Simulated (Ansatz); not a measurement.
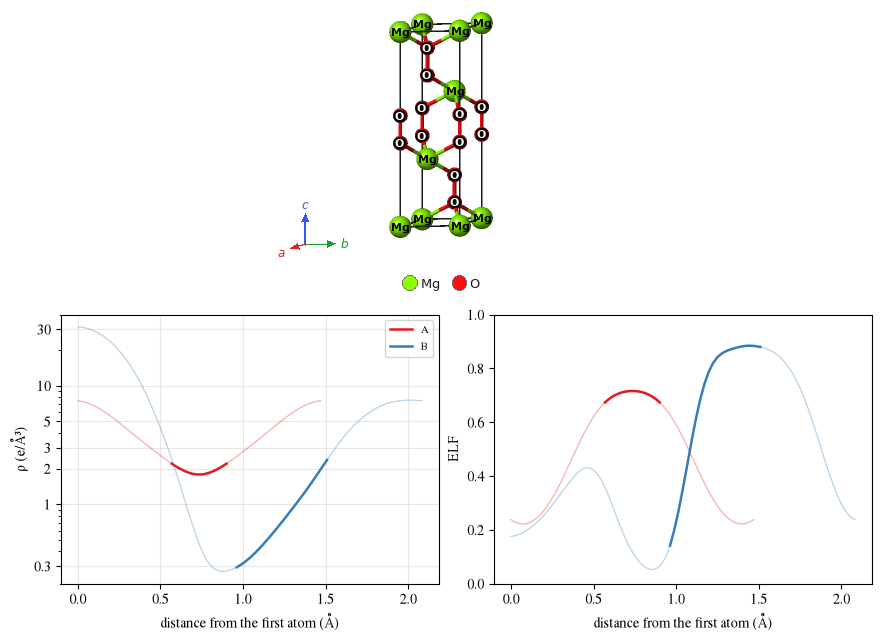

MgO2. Valence pseudo-density and ELF along straight lines between neighbouring atoms. Thin, pale parts lie inside the atomic spheres. The structure is drawn too.

Space group R-3m; a structure from a database of computed crystals, not necessarily the ambient phase.

These are results of DFT PBEsol, scalar-relativistic, plane waves, PAW in Ansatz, not measurements.

The density is the valence pseudo-density of a PAW calculation; it isn't the true density close to the nuclei.

```xyz
9
Lattice="3.1676 0.0000 0.0000 -1.5838 2.7433 0.0000 0.0000 0.0000 10.3721" Properties=species:S:1:pos:R:3 pbc="T T T"
Mg    0.0000    0.0000    0.0000
Mg    1.5838    0.9144    3.4573
Mg    0.0000    1.8289    6.9148
O     0.0000    1.8289    0.9938
O     0.0000    0.0000    4.4511
O     1.5838    0.9144    7.9085
O     0.0000    1.8289    2.4636
O     0.0000    0.0000    5.9210
O     1.5838    0.9144    9.3784
```

> Which curve belongs to which contact (Mg–O and O–O)? The first atom named is at distance zero.

Curve A: O–O (1.47 Å): the density is about 1.8 e/Å³ at the midpoint; the ELF peaks at about 0.70 between the atoms. Curve B: Mg–O (2.08 Å): ρ at the midpoint is about 0.35 e/Å³; the ELF peaks at about 0.90 in the valence shell of O, 0.6 Å from its nucleus, and is about 0.35 at the midpoint: a largely ionic contact.
